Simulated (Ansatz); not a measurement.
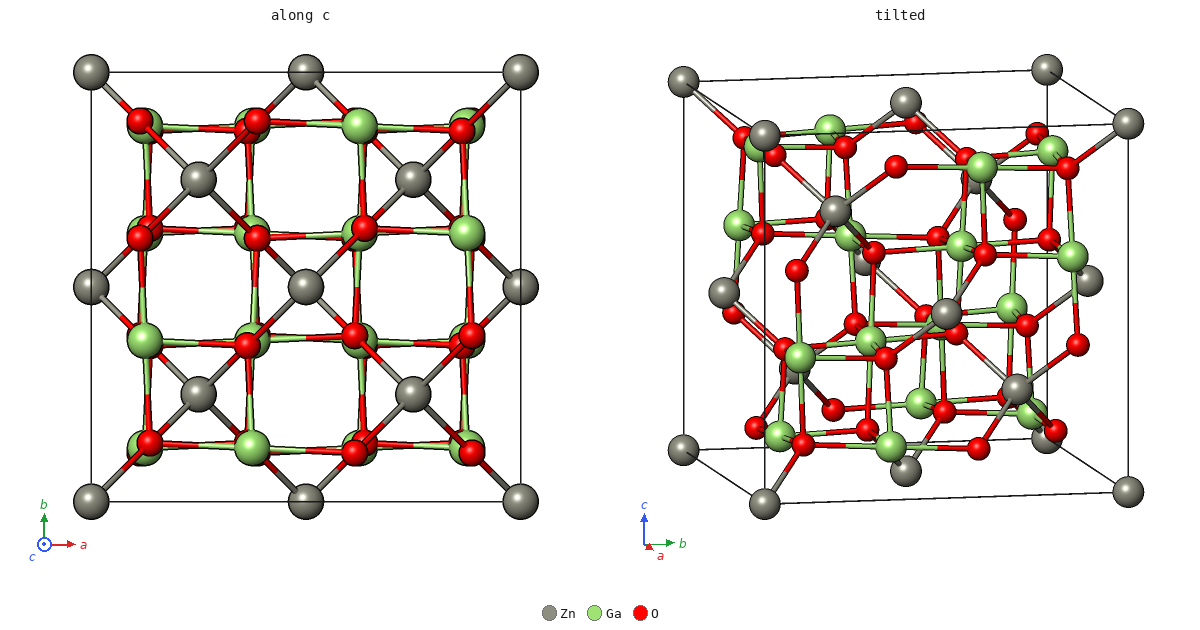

The structure above is drawn in ball-and-stick style and viewed along the c axis and slightly off an axis. Thin lines show the conventional unit cell, with boundary atoms drawn in all their periodic places.

ZnGa₂O₄, space group Fd-3m (No. 227), a = 8.33 Å, b = 8.33 Å, c = 8.33 Å, α = 90.00°, β = 90.00°, γ = 90.00°.

Electronic-structure method: DFT, PBE0, plane waves, PAW in Ansatz. Parameters: E_cut = 420 eV, k-points about 0.33 Å⁻¹ apart, no spin polarisation.

**What is the electronic character?**

An insulator at this level, with a gap of 5.11 eV, indirect; the smallest direct gap is 5.31 eV.

**What is the pressure at this volume?**

The computed pressure is 0.2 GPa (compressed: it would expand).

Starting structure: a structure listed in the Materials Project. Earlier steps of the study may have refined or changed the cell and positions. Ansatz was used for an electronic-structure calculation on it.
